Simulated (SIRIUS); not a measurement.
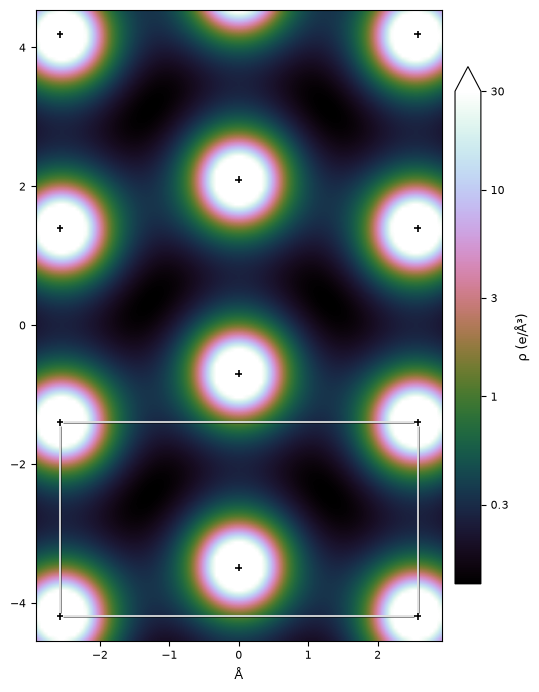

The total electron density on a plane through atoms (crosses mark nuclei in the plane).

Method: Kohn-Sham DFT of a periodic cell, PBE, all-electron FP-LAPW in SIRIUS.

Candidates:
A. CoO, a = 3.00 Å, b = 3.00 Å, c = 3.00 Å, α = 90.69°, β = 119.60°, γ = 119.60°. Space group P1; spin-polarised.
B. Pb, a = 4.95 Å, b = 4.95 Å, c = 4.95 Å, α = 90.00°, β = 90.00°, γ = 90.00°. Space group Fm-3m.
C. Ge, a = 5.15 Å, b = 5.15 Å, c = 2.79 Å, α = 90.00°, β = 90.00°, γ = 90.00°. Space group I4₁/amd; a structure from a database of computed crystals, not necessarily the ambient phase.

Which candidate gave the map?

Candidate C: Ge on the (100) plane of the conventional cell, which holds Ge. Ge–Ge (2.67 Å): ρ at the midpoint is about 0.34 e/Å³. Ge–Ge (2.79 Å): ρ at the midpoint is about 0.26 e/Å³.
